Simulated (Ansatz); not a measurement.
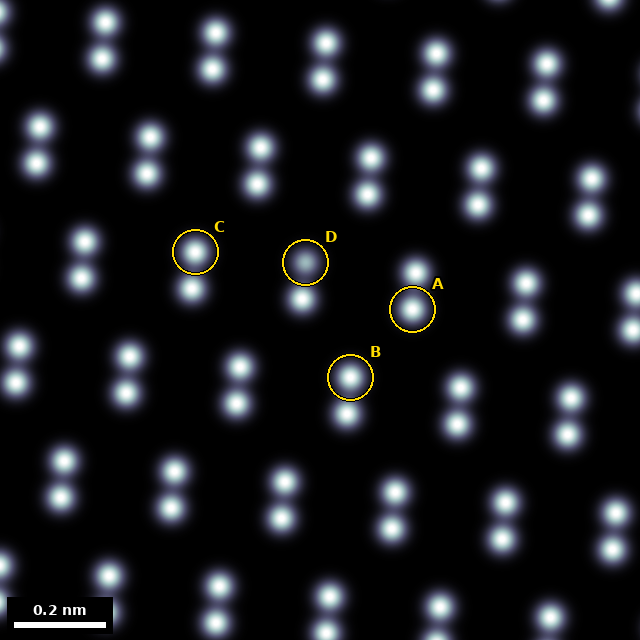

Dark-field STEM-like image of W (P6_3/mmc, No. 194) along [101]. Simulation: incoherent imaging, intensity Z^1.7 per atom, probe width 0.50 Å, thin sample.

The sample is 2 repeats (11.3 Å) thick. One point defect was put into the perfect crystal, without relaxing the atoms around it. Brightness is counted from the darkest point of the image. Host structure: coordinates from a relaxation at fixed volume with Ansatz 0.2.0, DFT PBE, spin-orbit coupling, plane waves, PAW; the starting structure was generated, so it need not be a known form of this composition.

Which ringed column holds the defect, and does it scatter more or less than its equals?

D; it scatters less. The column holds 2 atoms (W) through the sample, and one W atom is replaced by Mo, so its peak drops to about 70 % of that of its equals.
